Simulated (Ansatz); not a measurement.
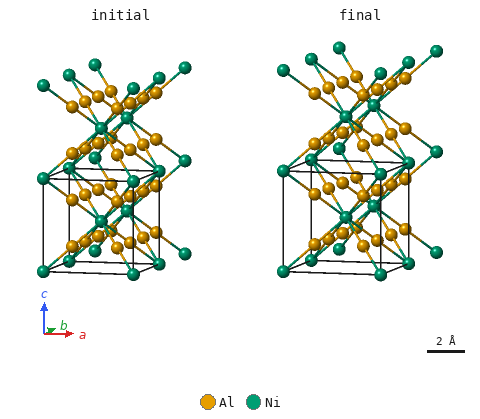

The structure of crystalline Al$_{4}$Ni (a generated structure, set up in Im-3m) (coarse preliminary run) before (left) and after (right) a relaxation, at one scale.

The picture is a ball-and-stick view of the conventional cell (2 times the calculation's cell), repeated 1 × 2 × 2 with one cell outlined, seen slightly off an axis. Lengths and directions refer to the drawn axes.

Computed with Ansatz, DFT PBE, scalar-relativistic, plane waves, PAW. Settings: plane-wave cutoff 420 eV; k-point mesh 6 × 6 × 6; occupations gaussian; smearing width 0.1 eV; collinear spin; cell and atoms relaxed; force threshold 0.04 eV/Å; at most 70 steps.

Summarise the run.

No atom moves by more than 0.005 Å relative to the cell. The volume changes by +26.4 %, with a = b = c 5.179 → 5.600 Å (+8.1 %). Among the contacts that change: Al–Ni 2.242 → 2.425 Å. The space group stays Im-3m (No. 229). The energy falls by 309 meV per atom in 4 accepted moves (6 points after the start). All forces vanish by symmetry, so only the cell relaxes. The pressure goes from 32.99 to 0.04 GPa. The SCF was repeated twice at an unchanged geometry on a basis and grid sized afresh for the cell, which shifted the energy by 5.2 meV per atom at most. The program noted that the starting moments weren't kept. Cost: 59 s on 1 thread of Arm Neoverse N1, on a shared host, peak memory 0.38 GiB.
